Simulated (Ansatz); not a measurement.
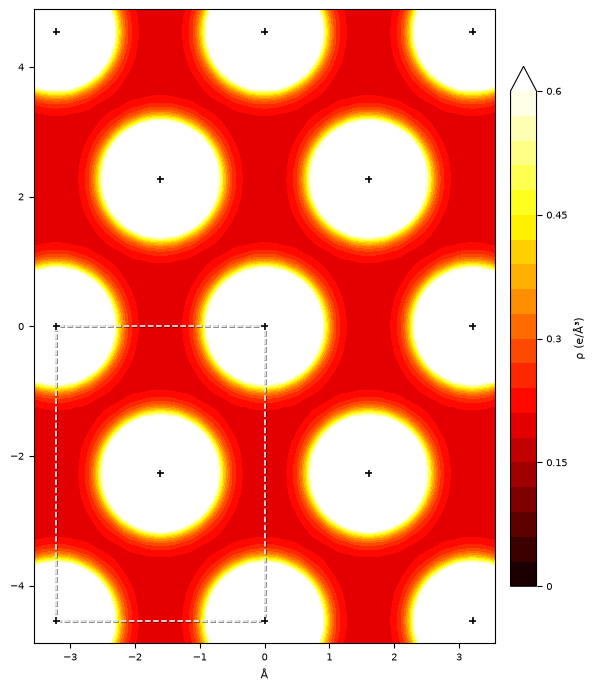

The valence electron density on a plane through atoms (crosses mark nuclei in the plane).

These are results of DFT PBEsol, scalar-relativistic, plane waves, PAW in Ansatz, not measurements.

Candidates:
A. Ti, a = 3.21 Å, b = 3.21 Å, c = 3.21 Å, α = 90.00°, β = 90.00°, γ = 90.00°. Space group Im-3m; computed without spin polarisation.
B. W, a = 3.15 Å, b = 3.15 Å, c = 3.15 Å, α = 90.00°, β = 90.00°, γ = 90.00°. Space group Im-3m.

> Which system is this?

Candidate A: Ti on the (101) plane of the conventional cell, which holds Ti. Ti–Ti (2.78 Å): the density is about 0.2 e/Å³ at the midpoint.
